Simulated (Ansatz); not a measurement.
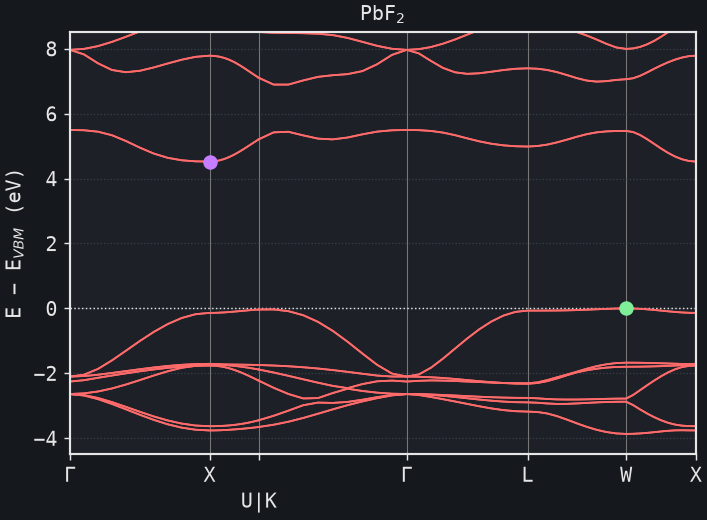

Describe the figure.

Band structure of PbF₂, space group Fm-3m (No. 225), 3 atoms in the cell, fluorite type. Computed with Ansatz: DFT r2SCAN, spin-orbit coupling, plane waves, PAW, 8×8×8 k mesh, 500 eV cutoff, Gaussian smearing of 0.05 eV. Energies are counted from the top of the valence band.

An insulator. The gap along this path is 4.52 eV and indirect, from the valence-band top at W to the conduction-band bottom at X; the smallest direct gap is 4.66 eV, at X. The top valence band spans 2.1 eV and the lowest conduction band 1.0 eV. The direct gaps are 5.47 eV at W, 7.60 eV at Γ and 5.05 eV at L.
